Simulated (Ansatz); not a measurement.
**Cu: a changed input and its effect**

System: Cu (1 atom in the cell).
Method of run 1: Kohn-Sham DFT of a periodic cell, PBEsol, Ansatz PAW, no spin polarisation (Ansatz 0.2.0).

The structure derives from a Materials Project entry. Text and figures count atoms from 1; the logs count them from 0 in places.

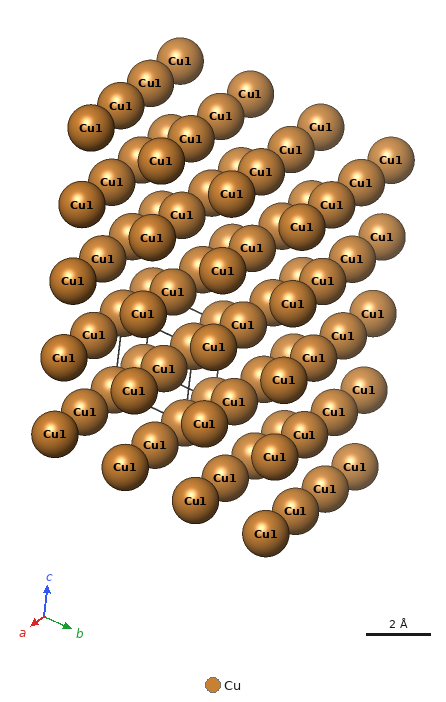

Fig. 1: The structure (spheres-only view of the cell of the calculation, repeated 3 × 3 × 4, seen slightly off an axis; atoms are numbered from 1 in the order of the input).

**The input, run 1**
```yaml
crystal:
  lattice:
    - [-1.4716491864, 1.4716491864, 1.37608145]
    - [1.4716491864, -1.4716491864, 1.37608145]
    - [1.4139374536, 1.4139374536, -1.37608145]
  atoms:
    - { symbol: Cu, position: [0.0, 0.0, 0.0] }
hamiltonian:
  xc: pbesol
  pseudopotentials: { kind: paw }
kpoints:
  mp_grid: { grid: [11, 11, 11] }
scf:
  occupations: { method: fermi_dirac, width: 0.05 }
output:
  forces: true
  stress: true
  eigenvalues: true
```

Launched with:
```bash
ansatz run input.yaml --threads 2 --pin off --max-ram 5632MiB --backend cpu --events-out ev --progress --plain --runs-dir out
```

Hardware: 2 threads of Intel Xeon (Granite Rapids), 176 GiB of memory available, shared host.

**Output, shortened to warnings, some set-up lines, iterations and results (run 1)**
```
Basis set: ecut = 420 eV, 217 PW (Γ), exchange–correlation on 36×36×36 points (8 copies of the dense FFT grid, shifted against one another)
Symmetry: 8 space group operations
k-points: 216 of 1331
Initial density: superposition of atomic densities (neutral atoms: chi_scale 0, normalization atom), corrected by the library's trained network
[...]
SCF iter   1: F=—  HF=-6588.739612 eV  |F-HF|=—  |Δ(HF+E_count)|=         —  Δρ=2.01e-2  dr2=2.37e-2  ethr=1.77e-3  ⟨swp⟩=5.5  Hψ=15325  notcnv=0
SCF iter   2: F=—  HF=-6588.734037 eV  |F-HF|=—  |Δ(HF+E_count)|=   5.58e-3  Δρ=1.04e-3  dr2=4.97e-5  ethr=1.25e-4  ⟨swp⟩=2.8  Hψ=6541  notcnv=0  defer=64
SCF iter   3: F=—  HF=-6588.734031 eV  |F-HF|=—  |Δ(HF+E_count)|=   6.20e-6  Δρ=9.72e-4  dr2=3.89e-5  ethr=2.62e-7  ⟨swp⟩=2.0  Hψ=5021  notcnv=0  defer=64
SCF iter   4: F=—  HF=-6588.734059 eV  |F-HF|=—  |Δ(HF+E_count)|=   2.78e-5  Δρ=7.08e-5  dr2=2.14e-7  ethr=2.05e-7  ⟨swp⟩=1.0  Hψ=2960  notcnv=0  defer=64
SCF iter   5: F=-6588.734058 eV  HF=-6588.734058 eV  |F-HF|=1.79e-10  |Δ(HF+E_count)|=   1.12e-7  Δρ=3.52e-6  dr2=6.15e-10  ethr=1.13e-9  ⟨swp⟩=2.3  Hψ=4486  notcnv=0  …
SCF iter   6: F=-6588.734058 eV  HF=-6588.734058 eV  |F-HF|=4.55e-12  |Δ(HF+E_count)|=  3.38e-10  Δρ=1.32e-7  dr2=8.23e-13  ethr=3.23e-12  ⟨swp⟩=2.2  Hψ=9745  notcnv=0
SCF 1 converged in 6 iterations: F = -6588.734058 eV  dr2 = 8.23e-13
SCF converged after 6 iterations
Free energy (F): -6588.734058 eV
Harris-Foulkes:  -6588.734058 eV  (|F-HF|=4.55e-12)
Internal energy: -6588.731629 eV  (E = F + TS)
E sigma→0 (E₀):  -6588.732844 eV
Entropy (-TS):   -0.002430 eV (-2.430 meV/atom)
Fermi energy:    17.196997 eV
--- Per-component energies (eV) ---
  E_band       = -349.923459
  E_kinetic    = 300.531633
  E_local      = -3994.440495  (includes V_loc(G=0)·N_el)
  E_nonlocal   = 391.537377
  E_hartree    = 1758.682567
  E_xc         = -89.259095
  E_vxc        = -115.700152  (∫ρ·V_xc dr)
  E_paw        = -1626.227324  (= ΣΔE_a)
  E_vpaw       = -449.217222  (= ΣTr[D̂ρ^β])
  E_aug_tail   = 0.000288  (compensation charges beyond the density's cutoff)
  E_ewald      = -3329.762782
  E_core_change = 0.206202  (= ΣΔE_core)
  E_smearing   = -0.002430  (= −TS)
  E_closure    = -0.000000  (closes the sum)
  Σ components = -6588.734058   (vs F -6588.734058, Δ=0.00e0)
--- Forces (eV/Å), atoms counted from 1 ---
  atom   1  Cu     0.00000000     0.00000000     0.00000000
  max |Σ_I F_I| component: 0.00e0 eV/Å
--- Stress (GPa, compression-positive) ---
       -0.817098       4.818054      -0.000000
        4.818054      -0.817098       0.000000
       -0.000000       0.000000      -1.277955
  P = ⅓ Tr σ = -0.9707 GPa (-9.707 kbar)
```

For run 2 the input was changed thus:
```diff
-    - [-1.4716491864, 1.4716491864, 1.37608145]
-    - [1.4716491864, -1.4716491864, 1.37608145]
-    - [1.4139374536, 1.4139374536, -1.37608145]
+    - [-1.4500072866, 1.4500072866, 1.37608145]
+    - [1.4500072866, -1.4500072866, 1.37608145]
+    - [1.4355793534, 1.4355793534, -1.37608145]
```

Predict how the results change.

With the same functional and potentials, run 2 lies 6.4 meV per atom lower. The pressure goes from −0.97 to −1.22 GPa. The number of SCF iterations is the same. The plane waves at Γ go from 217 to 225.

**Output, shortened to warnings, some set-up lines, iterations and results (run 2)**
```
Basis set: ecut = 420 eV, 225 PW (Γ), exchange–correlation on 36×36×36 points (8 copies of the dense FFT grid, shifted against one another)
Symmetry: 8 space group operations
k-points: 216 of 1331
Initial density: superposition of atomic densities (neutral atoms: chi_scale 0, normalization atom), corrected by the library's trained network
[...]
SCF iter   1: F=—  HF=-6588.745937 eV  |F-HF|=—  |Δ(HF+E_count)|=         —  Δρ=2.00e-2  dr2=2.34e-2  ethr=1.77e-3  ⟨swp⟩=5.4  Hψ=15281  notcnv=0
SCF iter   2: F=—  HF=-6588.740438 eV  |F-HF|=—  |Δ(HF+E_count)|=   5.50e-3  Δρ=1.02e-3  dr2=4.84e-5  ethr=1.23e-4  ⟨swp⟩=2.8  Hψ=6569  notcnv=0  defer=63
SCF iter   3: F=—  HF=-6588.740432 eV  |F-HF|=—  |Δ(HF+E_count)|=   6.56e-6  Δρ=9.65e-4  dr2=3.77e-5  ethr=2.55e-7  ⟨swp⟩=2.0  Hψ=5016  notcnv=0  defer=63
SCF iter   4: F=—  HF=-6588.740460 eV  |F-HF|=—  |Δ(HF+E_count)|=   2.84e-5  Δρ=6.82e-5  dr2=1.97e-7  ethr=1.99e-7  ⟨swp⟩=1.0  Hψ=2961  notcnv=0  defer=63
SCF iter   5: F=-6588.740460 eV  HF=-6588.740460 eV  |F-HF|=9.91e-11  |Δ(HF+E_count)|=   1.90e-7  Δρ=3.38e-6  dr2=5.80e-10  ethr=1.04e-9  ⟨swp⟩=2.4  Hψ=4438  notcnv=0  …
SCF iter   6: F=-6588.740460 eV  HF=-6588.740460 eV  |F-HF|=4.55e-12  |Δ(HF+E_count)|=  2.32e-10  Δρ=1.13e-7  dr2=7.86e-13  ethr=3.05e-12  ⟨swp⟩=2.3  Hψ=9605  notcnv=0
SCF 1 converged in 6 iterations: F = -6588.740460 eV  dr2 = 7.86e-13
SCF converged after 6 iterations
Free energy (F): -6588.740460 eV
Harris-Foulkes:  -6588.740460 eV  (|F-HF|=4.55e-12)
Internal energy: -6588.737663 eV  (E = F + TS)
E sigma→0 (E₀):  -6588.739061 eV
Entropy (-TS):   -0.002797 eV (-2.797 meV/atom)
Fermi energy:    17.185485 eV
--- Per-component energies (eV) ---
  E_band       = -350.011061
  E_kinetic    = 300.515810
  E_local      = -3994.022263  (includes V_loc(G=0)·N_el)
  E_nonlocal   = 391.527381
  E_hartree    = 1758.435423
  E_xc         = -89.252235
  E_vxc        = -115.690950  (∫ρ·V_xc dr)
  E_paw        = -1626.224327  (= ΣΔE_a)
  E_vpaw       = -449.212115  (= ΣTr[D̂ρ^β])
  E_aug_tail   = 0.000267  (compensation charges beyond the density's cutoff)
  E_ewald      = -3329.923923
  E_core_change = 0.206202  (= ΣΔE_core)
  E_smearing   = -0.002797  (= −TS)
  E_closure    = 0.000000  (closes the sum)
  Σ components = -6588.740460   (vs F -6588.740460, Δ=0.00e0)
--- Forces (eV/Å), atoms counted from 1 ---
  atom   1  Cu     0.00000000     0.00000000    -0.00000000
  max |Σ_I F_I| component: 1.23e-31 eV/Å
--- Stress (GPa, compression-positive) ---
       -1.031850       1.206305      -0.000000
        1.206305      -1.031850       0.000000
       -0.000000       0.000000      -1.596380
  P = ⅓ Tr σ = -1.2200 GPa (-12.200 kbar)
```

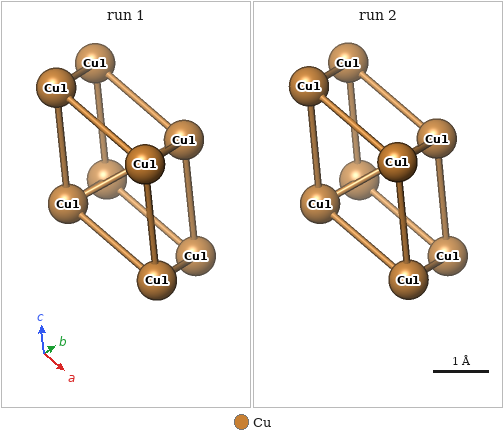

Fig. 2: The two input geometries at one scale (ball-and-stick view of the cell of the calculation, seen slightly off an axis). No atom moves by more than 0.005 Å relative to the cell. The drawn cell changes at constant volume: a = b 2.495 → 2.470 Å (−1.0 %), c 2.427 → 2.453 Å (+1.0 %), γ 113.1° → 112.3°. Among the contacts that change: Cu1–Cu1 2.495 → 2.470 Å.

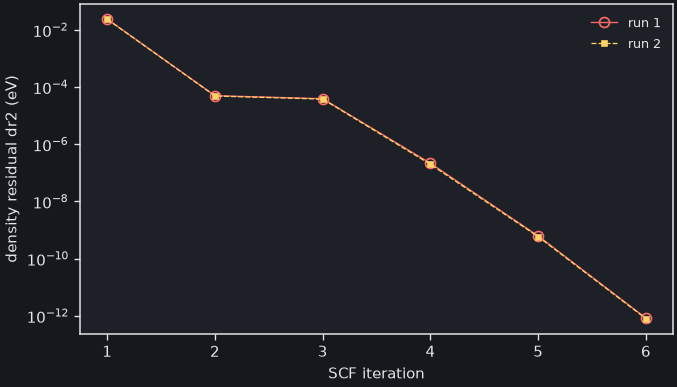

Fig. 3: Convergence of the two runs: density residual dr2 against the SCF iteration. Run 1 takes 6 iterations in all, and run 2 takes 6.

**The two runs side by side**

| quantity | run 1 | run 2 |
| --- | --- | --- |
| outcome | converged | converged |
| free energy per atom (eV) | −6588.7341 | −6588.7405 |
| energy per atom, smearing taken to zero (eV) | −6588.7328 | −6588.7391 |
| gap on the mesh (eV) | 0.00 | 0.00 |
| pressure (GPa) | −0.97 | −1.22 |
| largest force (eV/Å) | 0.000 | 0.000 |
| SCF iterations | 6 | 6 |
| irreducible k-points | 216 | 216 |
| plane waves at Γ | 217 | 225 |
| wall time (shared host) | 1.4 s | 1.2 s |
